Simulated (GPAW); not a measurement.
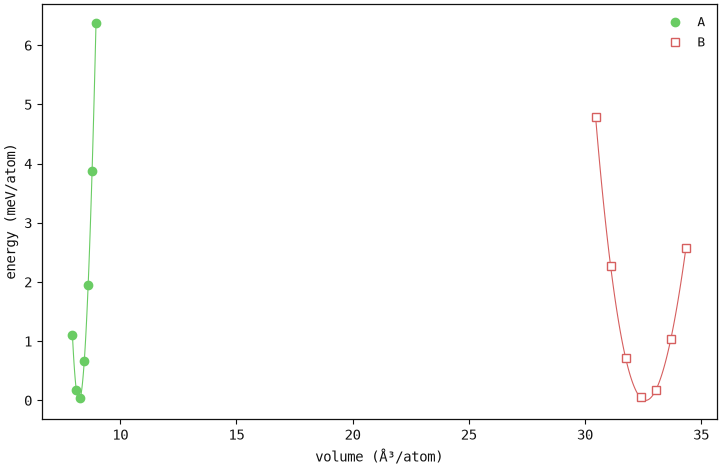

The figure compares two calculations of the energy against volume, each curve from its own zero. The first is for CsH, space group Fm-3m (No. 225).

The cell holds 2 atoms.

How it was computed, with GPAW 26.7.0: PAW DFT in plane waves, on a grid or in atomic orbitals, no spin polarisation; energies at scaled volumes of the given cell, shape and fractions fixed, counted from the fit's minimum, third-order Birch-Murnaghan fit. Level: r2SCAN.

```
         setting                                 value
          k mesh                                 7×7×7
     occupations                           Fermi–Dirac
  smearing width                               0.05 eV
      potentials  GPAW PAW data sets (gpaw data 1.2.1)
     wave cutoff                                600 eV
program settings                              basis pw
```

In the second, Cs is replaced by Li on all its sites, which gives LiH in the same structure. The second calculation uses wave cutoff 800 eV and k mesh 11×11×11.

Which of A and B is the second calculation, and what did the change do?

A. The equilibrium volume falls from 32.61 to 8.22 Å³/atom (−75 %) and the bulk modulus rises from 9.7 to 35.1 GPa (+262 %).

V0 and the bulk modulus come from third-order Birch–Murnaghan fits.
